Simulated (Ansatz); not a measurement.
**Si33C32 (charge +2): geometry relaxation (part 2 of 2)**

Si33C32 (defect cell, 65 atoms in the cell, total charge +2); DFT, PBEsol, PAW, plane waves (Ansatz 0.2.0); cutoff 420 eV, 1×1×1 k-mesh, Fermi–Dirac smearing of 0.01 eV. 

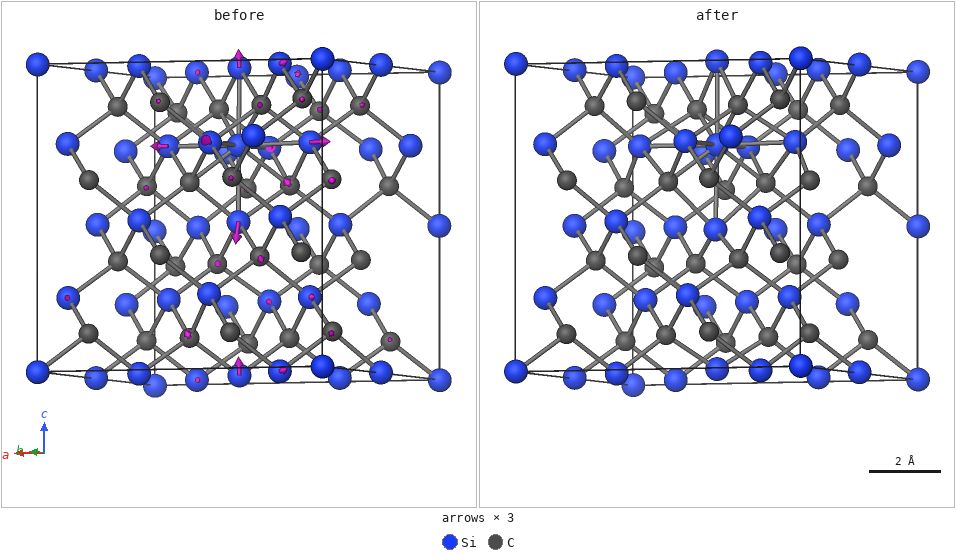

Fig. 1: Before (left) and after (right) the relaxation, at one scale (ball-and-stick view of the cell of the calculation (origin shifted), seen at an oblique angle). The pink arrows give the displacements, magnified 3 times. The energy falls by 73.0 meV per atom in 9 geometry steps. The largest force component goes from 6.8 to 0.0098 eV/Å. The line search rejected the trial steps at points 5, 7 (counted from 0) and went back. Si8 moves most: 0.23 Å. Largest moves by element: Si 0.23 Å, C 0.11 Å. The cell stays as it was. Distances before and after: Si8–Si33 2.165 → 2.400 Å, Si32–Si33 2.147 → 2.363 Å, Si20–Si33 2.187 → 2.400 Å, Si24–Si33 2.170 → 2.363 Å. Among the angles that change: C43–Si20–C53 110.6° → 96.3°, C41–Si8–C43 110.1° → 96.2°, C43–Si30–C63 109.5° → 96.2°. (Atoms are counted from 1 in the order of the input.)

```
SCF converged after 5 iterations
Free energy (F): -28434.909699 eV
Harris-Foulkes:  -28434.909699 eV  (|F-HF|=2.54e-9)
Internal energy: -28434.909691 eV  (E = F + TS)
E sigma→0 (E₀):  -28434.909695 eV
Entropy (-TS):   -0.000008 eV (-0.000 meV/atom)
Fermi energy:    11.528459 eV
--- Per-component energies (eV) ---
  E_band       = 948.058209
  E_kinetic    = 4363.722735
  E_local      = -3306.434315  (includes V_loc(G=0)·N_el)
  E_nonlocal   = 1682.450187
  E_hartree    = 1016.060323
  E_xc         = -3391.197255
  E_vxc        = -3525.090385  (∫ρ·V_xc dr)
  E_paw        = -19516.288493  (= ΣΔE_a)
  E_vpaw       = -298.709404  (= ΣTr[D̂ρ^β])
  E_aug_tail   = 0.000390  (compensation charges beyond the density's cutoff)
  E_ewald      = -9284.939980
  E_core_change = 1.716718  (= ΣΔE_core)
  E_smearing   = -0.000008  (= −TS)
  E_closure    = 0.000000  (closes the sum)
  E_deformation_potential = 36.934579  (in the stress; not in F)
  Σ components = -28434.909699   (vs F -28434.909699, Δ=0.00e0)
--- Forces (eV/Å), atoms counted from 1 ---
  atom   1  Si     0.00026473    -0.00011197    -0.00121617
  atom   2  Si     0.00003719     0.00032348     0.00035409
  atom   3  Si     0.00174406     0.00017344     0.00061751
  atom   4  Si     0.00227313     0.00138817    -0.00157430
  atom   5  Si     0.00041725     0.00088052     0.00114220
  atom   6  Si     0.00132101     0.00239643    -0.00094436
  atom   7  Si     0.00511013     0.00070172     0.00512229
  atom   8  Si     0.00323580     0.00283829     0.00465272
  atom   9  Si     0.00018128     0.00054369    -0.00255139
  atom  10  Si     0.00633472     0.00717181     0.00750746
  atom  11  Si     0.00122453     0.00088554     0.00306417
  atom  12  Si     0.00004058    -0.00228588     0.00006968
  atom  13  Si     0.00108572    -0.00070644     0.00267199
  atom  14  Si    -0.00276889     0.00101714     0.00039752
  atom  15  Si     0.00108589     0.00222728     0.00200669
  atom  16  Si     0.00161634     0.00107945    -0.00021259
  atom  17  Si     0.00032909    -0.00062984    -0.00054605
  atom  18  Si    -0.00050030     0.00348713     0.00080420
  atom  19  Si    -0.00190049     0.00143052     0.00286019
  atom  20  Si     0.00293001     0.00956688     0.00975801
  atom  21  Si    -0.00219012    -0.00034187    -0.00021977
  atom  22  Si    -0.00067063     0.00080969    -0.00081722
  atom  23  Si     0.00027405    -0.00125744     0.00104208
  atom  24  Si     0.00211464     0.00265614     0.00207657
  atom  25  Si     0.00049795    -0.00087804     0.00030159
  atom  26  Si     0.00240120    -0.00143401     0.00124787
  atom  27  Si     0.00091556    -0.00261513     0.00049176
  atom  28  Si     0.00163381    -0.00006460     0.00008352
  atom  29  Si     0.00203041    -0.00130415     0.00230761
  atom  30  Si     0.00270009     0.00555878     0.00208399
  atom  31  Si    -0.00013895     0.00049955     0.00109947
  atom  32  Si     0.00542138     0.00212310     0.00059607
  atom  33  Si    -0.00340764    -0.00757669    -0.00311888
  atom  34  C     -0.00029828    -0.00009642    -0.00168765
  atom  35  C     -0.00226676    -0.00220597    -0.00007595
  atom  36  C     -0.00139594     0.00000494    -0.00056626
  atom  37  C      0.00031961    -0.00236415    -0.00428478
  atom  38  C      0.00017891    -0.00085272    -0.00115485
  atom  39  C     -0.00078239    -0.00046263    -0.00244919
  atom  40  C     -0.00209837    -0.00051858    -0.00244153
  atom  41  C     -0.00042003     0.00327181    -0.00285940
  atom  42  C     -0.00281388    -0.00171062     0.00126807
  atom  43  C      0.00007639    -0.00242895    -0.00297742
  atom  44  C     -0.00025648    -0.00069545    -0.00101802
  atom  45  C     -0.00256627     0.00183368    -0.00216463
  atom  46  C     -0.00078027     0.00001099    -0.00128473
  atom  47  C      0.00105208    -0.00134949    -0.00229665
  atom  48  C      0.00029110    -0.00063906    -0.00079682
  atom  49  C     -0.00055828    -0.00144247     0.00029147
  atom  50  C      0.00039103    -0.00276074    -0.00275534
  atom  51  C     -0.00184184     0.00007887    -0.00165397
  atom  52  C     -0.00176431    -0.00155276    -0.00061400
  atom  53  C     -0.00746370     0.00140148    -0.00187206
  atom  54  C     -0.00262134    -0.00035488    -0.00082101
  atom  55  C     -0.00051575    -0.00102056    -0.00020821
  atom  56  C     -0.00048673     0.00020578    -0.00135928
  atom  57  C     -0.00236936    -0.00144094    -0.00108918
  atom  58  C     -0.00207260     0.00004265    -0.00243283
  atom  59  C     -0.00009840    -0.00400269    -0.00201641
  atom  60  C     -0.00055746    -0.00192349    -0.00047740
  atom  61  C     -0.00161292    -0.00001894    -0.00015690
  atom  62  C     -0.00054087    -0.00252523    -0.00017079
  atom  63  C     -0.00035975    -0.00247484     0.00060092
  atom  64  C      0.00016682    -0.00020844    -0.00107423
  atom  65  C     -0.00160886    -0.00238369    -0.00059083
  max |Σ_I F_I| component: 3.13e-5 eV/Å
--- Charged-cell corrections in eV (Makov–Payne, q = +2.000 e, ε = 9.700) ---
  F (periodic)     = -28434.909699  (uncorrected; the corrections below are reported, never added to it)
  E_corr1          = +0.966745  (monopole, q²α_M/2εL)
  F Makov-Payne    = -28433.942954  (F + E_corr1; no measured alignment; for a localised charge, not one spread in a band: unchecked)
--- Band table (eV) ---
  k-point 0: bands = ["-6.5456", "-5.1672", "-4.7930", "-4.7930", "-4.1775", "-3.9698", "-3.9696", "-3.6450", "-3.3698", "-3.3697", "-3.2605", "-2.8600", "-2.8598", "-2.6959", "-2.5116", "-2.4598", "-2.4597", "-2.1248", "-2.1247", "-2.0457", "-1.8238", "-1.6589", "-1.6587", "-1.4341", "-1.4340", "-1.4021", "-0.9680", "-0.9449", "-0.9448", "-0.8832", "-0.8832", "-0.8654", "0.9507", "1.4122", "1.4123", "1.7044", "2.0068", "2.0070", "2.1268", "2.1499",
      "2.1500", "2.3204", "2.3205", "2.3382", "2.5468", "2.5711", "2.6570", "2.6571", "2.8707", "2.8708", "2.9676", "3.0962", "3.0962", "3.1311", "4.0711", "4.1610", "4.1612", "4.2834", "4.4015", "4.4015", "4.4828", "4.4831", "4.5344", "4.5477", "4.5890", "4.5891", "4.8398", "4.8399", "4.8956", "5.1112", "5.4555", "5.4555", "5.7019", "5.7513", "5.7514", "5.9439", "5.9440", "5.9772", "6.0568", "6.0571",
      "6.1496", "6.2138", "6.2260", "6.2261", "6.2349", "6.2349", "6.3344", "6.5874", "6.5874", "6.6971", "6.7255", "6.7449", "6.7451", "7.0595", "7.1103", "7.1104", "7.2161", "7.2162", "7.2328", "7.3386", "7.4538", "7.4538", "7.6453", "7.6453", "7.6949", "7.6989", "7.7343", "7.7344", "7.7661", "7.7661", "7.7871", "8.0612", "8.0811", "8.0814", "8.1479", "8.2917", "8.2918", "8.3792", "8.6152", "8.6355",
      "8.6355", "8.6934", "8.6935", "9.0161", "9.0161", "9.0717", "9.3909", "9.3910", "11.4185", "11.6453", "11.6454", "12.8979", "12.8982", "12.9256", "13.1596", "13.4996", "13.5000", "13.5017", "13.6907", "13.6909", "13.7989", "13.8573", "13.8575", "14.0675", "14.5249", "14.5252", "14.5833", "14.6669", "14.7408", "14.7414", "14.8003", "14.8546", "14.8546", "14.9289", "14.9885", "14.9893", "15.1488", "15.1493", "15.2737", "15.4507",
      "15.5728", "15.5730", "15.8455", "15.8457", "15.8902", "16.0227", "16.3924", "16.4880", "16.4884", "16.5760", "16.5761", "16.6106", "16.9360", "16.9361", "16.9669", "17.0019", "17.0022", "17.0936", "17.1237", "17.1239", "17.1403", "17.2277", "17.2277", "17.3024", "17.3024", "17.3920", "17.4037", "17.4038", "17.4684", "17.5438", "17.5439", "17.5905", "17.6406", "17.6408"]
--- Relaxed structure (10 steps of the walk, 8 accepted, 0 SCFs on fresh bases) ---
  F+E_penalty+E_count = -28434.90969884 eV   max|allowed force component| = 9.758e-3 eV/Å
  atoms:
    - { symbol: Si, position: [0.0007823795179788464, 1.000804573527486, 0.9999899200813891] }
    - { symbol: Si, position: [0.00041264653972995194, 0.0004290502844301043, 0.49782406785090694] }
    - { symbol: Si, position: [0.0008226169814193884, 0.5002299382255133, 0.0017065199954667057] }
    - { symbol: Si, position: [1.001417180862409, 0.5008109138228509, 0.4956977368056221] }
    - { symbol: Si, position: [0.5002088587563236, 0.0008435087633917803, 1.0017108464114992] }
    - { symbol: Si, position: [0.5007908086731422, 0.0014361520106240548, 0.4956983625006743] }
    - { symbol: Si, position: [0.5006521520235785, 0.5007044085228173, 0.020952514965857497] }
    - { symbol: Si, position: [0.5047498608027087, 0.5047780134531613, 0.4743796656897925] }
    - { symbol: Si, position: [0.24833337015568202, 0.24835521039750547, 1.000722946415959] }
    - { symbol: Si, position: [0.24767402263876379, 0.24768026271675947, 0.49712623191016114] }
    - { symbol: Si, position: [0.24484483003373445, 0.7514789664763699, 1.000917210959918] }
    - { symbol: Si, position: [0.24833367136711768, 0.7512696451026176, 0.4978080024721374] }
    - { symbol: Si, position: [0.751464775424519, 0.2448737542813089, 0.0009273846842617528] }
    - { symbol: Si, position: [0.7512534763621156, 0.24835023195850078, 0.49780307530081824] }
    - { symbol: Si, position: [0.7504552476584395, 0.7504694051956305, 0.9999181117216643] }
    - { symbol: Si, position: [0.7514633644086157, 0.7514883054852487, 0.494317915083588] }
    - { symbol: Si, position: [0.24835800073682893, 0.00042908376667763964, 0.24987574555463665] }
    - { symbol: Si, position: [0.2462256792567762, 1.0014276000767137, 0.7502591997920377] }
    - { symbol: Si, position: [0.24623551061491683, 0.5008099771367421, 0.2508760662136231] }
    - { symbol: Si, position: [0.22496047889948553, 0.5046662796377269, 0.7541157783571144] }
    - { symbol: Si, position: [0.7505232085616398, 0.000812536485246217, 0.25025762262792633] }
    - { symbol: Si, position: [0.7522492290899564, 0.0008486712389507472, 0.7496798258766703] }
    - { symbol: Si, position: [0.7522418062562136, 0.5002372400371361, 0.2502919203002399] }
    - { symbol: Si, position: [0.7715199662340314, 0.5006800683454576, 0.7501376182166585] }
    - { symbol: Si, position: [1.000405758934313, 0.24838866842769863, 0.2498737976488502] }
    - { symbol: Si, position: [0.0014217673377966008, 0.24624468217715584, 0.7502600416782168] }
    - { symbol: Si, position: [1.0007796242656475, 0.7505490916246851, 0.25024798257641345] }
    - { symbol: Si, position: [0.0008173328549990846, 0.7522648008848359, 0.7496722994777852] }
    - { symbol: Si, position: [0.500788410525345, 0.24625061102116053, 0.2508831811854936] }
    - { symbol: Si, position: [0.5047555864507739, 0.22493338323749887, 0.7542409808282146] }
    - { symbol: Si, position: [0.5002095461950689, 0.7522625949916725, 0.25028610743684804] }
    - { symbol: Si, position: [0.5006498556101219, 0.7715255312975473, 0.750158953755944] }
    - { symbol: Si, position: [0.500286262463638, 0.5002989615098191, 0.7497159507775814] }
    - { symbol: C, position: [0.12519370479490294, 0.12521818098404633, 0.12539487811068514] }
    - { symbol: C, position: [0.12600342239986553, 0.1260148410085454, 0.6248067763807329] }
    - { symbol: C, position: [0.12525660672363076, 0.6248225216525898, 0.12502131469252134] }
    - { symbol: C, position: [0.12208639898198485, 0.6284349841344472, 0.6217741808459707] }
    - { symbol: C, position: [0.6248014884772458, 0.12527770874034147, 0.1250294522006283] }
    - { symbol: C, position: [0.6284141319228181, 0.12210811007354375, 0.621762588167466] }
    - { symbol: C, position: [0.6276735100256113, 0.627686371272054, 0.1281013538944622] }
    - { symbol: C, position: [0.6221951904976348, 0.6221821134415165, 0.6270329272771249] }
    - { symbol: C, position: [0.3733126308589971, 0.3733253995667289, 0.1288233926456908] }
    - { symbol: C, position: [0.3796181803894482, 0.3796480652469561, 0.6291016482961026] }
    - { symbol: C, position: [0.37518080873646154, 0.874229388065122, 0.12367585985826438] }
    - { symbol: C, position: [0.3733076463231491, 0.8793746869750156, 0.6227765431923937] }
    - { symbol: C, position: [0.8742139125757283, 0.3752070552680661, 0.12368196333320071] }
    - { symbol: C, position: [0.8793701731421717, 0.37331539118460433, 0.6227731282862846] }
    - { symbol: C, position: [0.875396738014284, 0.8754279883615419, 0.1248724885469389] }
    - { symbol: C, position: [0.874215024347625, 0.8742415422754493, 0.6246460222968288] }
    - { symbol: C, position: [0.3753404834387777, 0.12601561211547105, 0.37546381639932347] }
    - { symbol: C, position: [0.37228181177743697, 0.12209791551388588, 0.8778929416391911] }
    - { symbol: C, position: [0.37228573407819876, 0.6284435529503639, 0.37155191562975776] }
    - { symbol: C, position: [0.3775840934473661, 0.6221742461894652, 0.871641744992739] }
    - { symbol: C, position: [0.8759347507904494, 0.12522070618032577, 0.3746675502487884] }
    - { symbol: C, position: [0.8755626206636145, 0.12527696313246978, 0.874271187690426] }
    - { symbol: C, position: [0.8755596830017681, 0.6248237953206721, 0.37472583186168656] }
    - { symbol: C, position: [0.8786426190234525, 0.6276939470873316, 0.8771370032382798] }
    - { symbol: C, position: [0.12600175939854658, 0.37536215087456964, 0.37546404620637186] }
    - { symbol: C, position: [0.12209063171763039, 0.372321109799038, 0.8778817660798308] }
    - { symbol: C, position: [0.1251995255040797, 0.8759453950896096, 0.3746663521350253] }
    - { symbol: C, position: [0.12525263524171967, 0.8755720831742603, 0.8742664341341334] }
    - { symbol: C, position: [0.6284152589593339, 0.3723109602224549, 0.37155391677956384] }
    - { symbol: C, position: [0.62218510975252, 0.3775920904047823, 0.8716376127172935] }
    - { symbol: C, position: [0.6247993888427417, 0.8755788120291446, 0.37472281984248523] }
    - { symbol: C, position: [0.6276770396569751, 0.8786601895446462, 0.8771359572258378] }
--- Löwdin populations: 65 sites ---
  site symbol       q [e]
     0     Si      2.9399
     1     Si      2.9394
     2     Si      2.9328
     3     Si      2.9319
     4     Si      2.9329
     5     Si      2.9318
     6     Si      2.9155
     7     Si      2.9360
     8     Si      2.9344
     9     Si      2.9337
    10     Si      2.9447
    11     Si      2.9344
    12     Si      2.9447
    13     Si      2.9344
    14     Si      2.9369
    15     Si      2.9447
    16     Si      2.9395
    17     Si      2.9318
    18     Si      2.9318
    19     Si      2.9357
    20     Si      2.9399
    21     Si      2.9328
    22     Si      2.9328
    23     Si      2.9154
    24     Si      2.9395
    25     Si      2.9319
    26     Si      2.9399
    27     Si      2.9328
    28     Si      2.9318
    29     Si      2.9360
    30     Si      2.9328
    31     Si      2.9155
    32     Si      2.8314
    33      C      4.9451
    34      C      4.9420
    35      C      4.9458
    36      C      4.9535
    37      C      4.9458
    38      C      4.9535
    39      C      4.9516
    40      C      4.9077
    41      C      4.9794
    42      C      4.9589
    43      C      4.9630
    44      C      4.9794
    45      C      4.9630
    46      C      4.9794
    47      C      4.9627
    48      C      4.9631
    49      C      4.9420
    50      C      4.9535
    51      C      4.9535
    52      C      4.9077
    53      C      4.9451
    54      C      4.9459
    55      C      4.9458
    56      C      4.9516
    57      C      4.9420
    58      C      4.9535
    59      C      4.9451
    60      C      4.9459
    61      C      4.9535
    62      C      4.9078
    63      C      4.9459
    64      C      4.9516
  spilling = 0.011226 (of n_electrons = 258.000000)
```

Summary

| quantity | value |
| --- | --- |
| outcome | converged |
| electrons treated | 258 |
| free energy | −28434.9097 eV |
| Fermi energy | 11.528 eV |
| largest force (length of the vector) at the end | 0.014 eV/Å |
| wall time | 26 s (CPU time 2.7 min) |
| peak memory | 1.1 GiB |

Notes

The k-point mesh is coarse for a cell of this size, so the results may not be converged.
